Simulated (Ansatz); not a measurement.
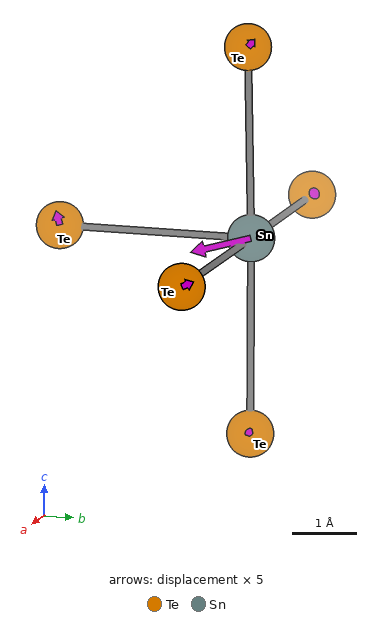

A relaxation of a defect cell of composition Te$_{31}$Sn$_{31}$. The starting structure is drawn; purple arrows show the displacements, 5 times their true length.

The picture is a ball-and-stick view of the atoms within 4.2 Å of the atom that moves most (axes of the cell of the calculation (origin shifted)), seen slightly off an axis.

The atoms of the start lie slightly off their symmetric places, so part of the fall in energy undoes that.

All numbers below come from Ansatz 0.2.0, DFT, PBEsol, PAW, plane waves. Set-up: plane-wave cutoff 420 eV; k-point mesh 1 × 1 × 1; mesh shifted by (0.25, 0.25, 0.25); collinear spin; atoms relaxed in a fixed cell; force threshold 0.03 eV/Å; at most 80 steps.

Question: Atoms of which element are displaced furthest, and by how much?

Answer: Tin: up to 0.20 Å, against 0.08 Å for tellurium.

Question: What did the optimiser do to the structure, and how much energy did it gain?

Answer: After 4 geometry steps the energy has fallen by 0.384 eV per cell of the calculation. Largest force component: 0.56 eV/Å at the start, 0.023 eV/Å at the end. The atom that moves furthest is a Sn atom (0.20 Å roughly along [2 −3 −1]). Largest moves by element: Sn 0.20 Å, Te 0.08 Å. The lattice vectors keep their values. Some distances before and after: Sn–Te 3.173 → 3.019 Å, Sn–Te 3.041 → 3.174 Å, Sn–Te 3.174 → 3.076 Å, Sn–Te 3.112 → 3.183 Å. Bond angles that change, for instance: Te–Sn–Te 88.6° → 94.4°, Te–Sn–Te 178.0° → 174.5°, Te–Sn–Te 88.8° → 91.6°. The program noted that the starting moments weren't kept.
